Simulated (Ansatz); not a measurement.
Input file:

```
crystal:
  lattice:
    - [3.4612457436, 0.0, -0.0519186862]
    - [0.0, 3.4612457436, 0.0]
    - [-0.0519186862, 0.0, 3.4612457436]
  atoms:
    - { symbol: Si, position: [0.0, 0.0, 0.0] }
    - { symbol: Ni, position: [0.0, 0.5, 0.5] }
    - { symbol: Ni, position: [0.5, 0.0, 0.5] }
    - { symbol: Ni, position: [0.5, 0.5, 0.0] }
basis:
  ecutwfc: 420
kpoints:
  mp_grid: { grid: [14, 14, 14] }
hamiltonian:
  xc: pbesol
scf:
  occupations: { method: gaussian, width: 0.15 }
output:
  forces: true
  stress: true
  eigenvalues: true
  write_density: true
  write_potential: true
  elf: true
  volumetric_format: npy
```

Command:

```sh
ansatz run input.yaml --threads 1 --pin off --max-ram 2560MiB --backend cpu --events-out ev --progress --plain --runs-dir out
```

Below, planes, directions and counts refer to the conventional cell (a = 4.82 Å, b = 4.97 Å, c = 3.46 Å, α = 90.00°, β = 90.00°, γ = 90.00°).

Space group Cmmm; changed on purpose from its base cell (strain -0.0300 x Voigt [0, 0, 0, 0, 1, 0], atoms carried along); computed without spin polarisation.

The calculation used Ansatz 0.2.0, DFT PBEsol, scalar-relativistic, plane waves, PAW.

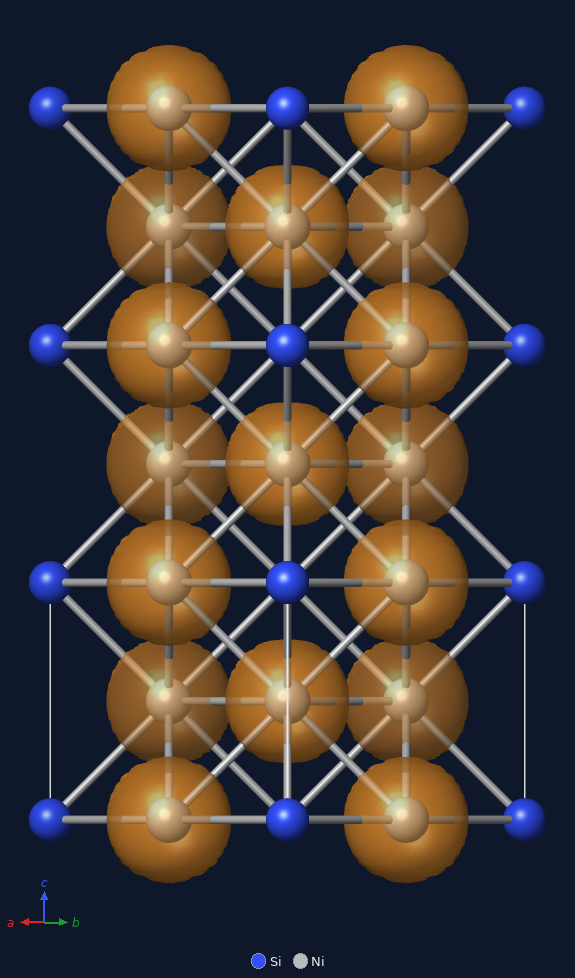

SiNi3. Isosurface of the valence charge density (pseudo) at 0.6 e/Å³ (orange), seen along [110]. Sticks mark near contacts.

Q: What does this surface tell about the bonding?

A: At this value the density breaks into separate islands; it holds about 80 % of the electrons treated as valence (semicore included). It bridges none of the near contacts. It is pinched off along the sampled Si–Ni (2.41 Å), Ni–Ni (2.41 Å), Ni–Ni (2.48 Å) and Si–Ni (2.48 Å) contacts. On the grid the lowest density along these lines, outside the cores, is 0.4 e/Å³ (Si–Ni, 2.41 Å), 0.38 e/Å³ (Ni–Ni, 2.41 Å), 0.34 e/Å³ (Ni–Ni, 2.48 Å) and 0.36 e/Å³ (Si–Ni, 2.48 Å).

Q: Does the calculation give a band gap?

A: It is gapless in this calculation (a metal or semimetal).
